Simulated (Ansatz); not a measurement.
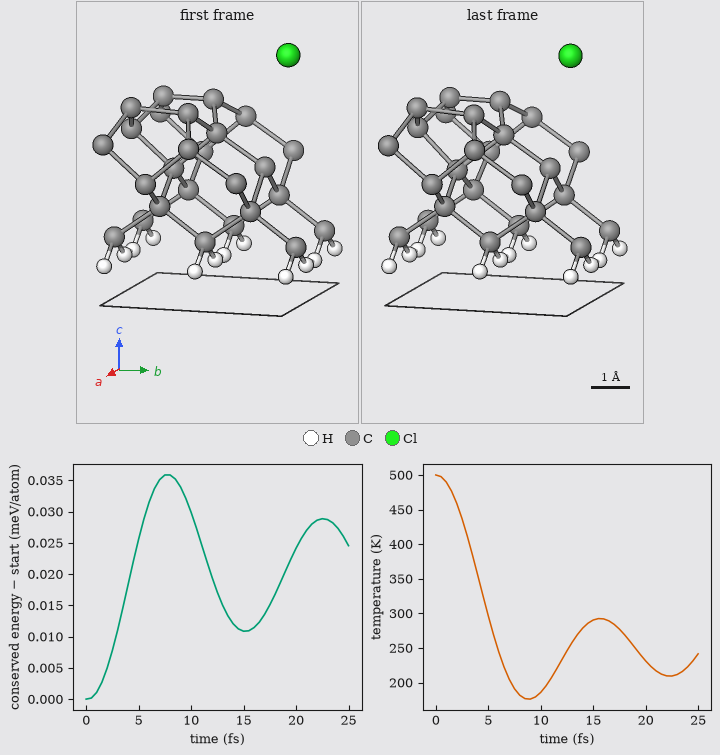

Molecular dynamics of Cl on C(100)-2x1, underside capped with H (29 atoms in the cell), 25 fs long. Style: ball-and-stick. Shown: the simulation cell, with the vacuum cut short, slightly off an axis. Bonds to atoms that aren't drawn are left out.

The calculation used Ansatz, DFT PBE-D3(BJ), scalar-relativistic, plane waves, PAW. Set-up: plane-wave cutoff 420 eV; k-point mesh 2 × 2 × 1; Fermi-Dirac smearing 0.05 eV; spin collinear; low-accuracy preset; 16 atoms held fixed; Nosé-Hoover thermostat (NVT); set temperature 500 K; time step 0.5 fs; thermostat time 200.0 fs.

### How well is the energy conserved, and can the run be trusted?

The conserved quantity stays between 0 and 0.036 meV per atom of its start. A straight-line fit has a slope that amounts to +0.011 meV per atom over 25 fs (under 0.1 % of the mean kinetic energy), its mean offset in the second half is 0.1 %, and the ripple about the line is 0.2 % of the kinetic energy's fluctuation. With a drift under 2 % and a ripple under 7 %, the integration is accurate. The mean temperature in the second half is 250 K (standard deviation 29 K). That is still far from the set 500 K: the thermostat hasn't settled it within this run. The potential energy in the second half lies on average 14.5 meV per atom above the first frame.

Limits of the set-up: the program's low-accuracy preset was used; the periodic images lie only 5.0 Å apart, so the values are limited by the cell's size.

PAW datasets: the set soft_1.
